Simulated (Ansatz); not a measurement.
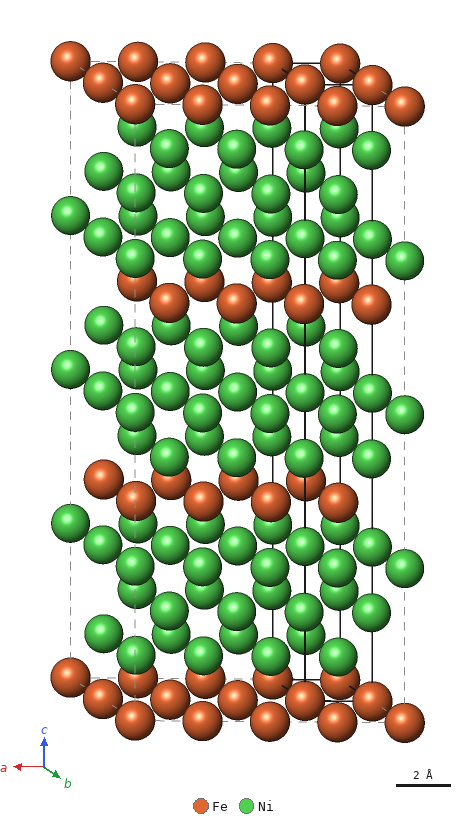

This spheres-only model is shown from a general direction. The drawing covers 4×2×1 cells, and the solid lines enclose one conventional unit cell.

The structure is one of FeNi$_{3}$. Symmetry: R-3m (No. 166), rhombohedral (trigonal R) lattice. Atoms per cell: 12 (3 Fe, 9 Ni). The Fe atoms are each bonded to six Fe and six Ni in a cuboctahedral arrangement (about 2.5 Å to Fe, 2.5 Å to Ni). Ni takes two kinds of site: 6c with nine Ni and three Fe in a cuboctahedral arrangement (about 2.5 Å to Ni, 2.5 Å to Fe); 3b with twelve Ni in a cuboctahedral arrangement at about 2.5 Å.

The starting point was a structure listed in the Materials Project. Earlier steps of the study may have refined or changed the cell and positions. It was run through Ansatz as a DFT input.

At this level of theory the cell isn't at rest (compressed, at 206 GPa and forces up to 2.1 eV/Å), so its distances can differ from those at equilibrium, the more so the softer the solid.
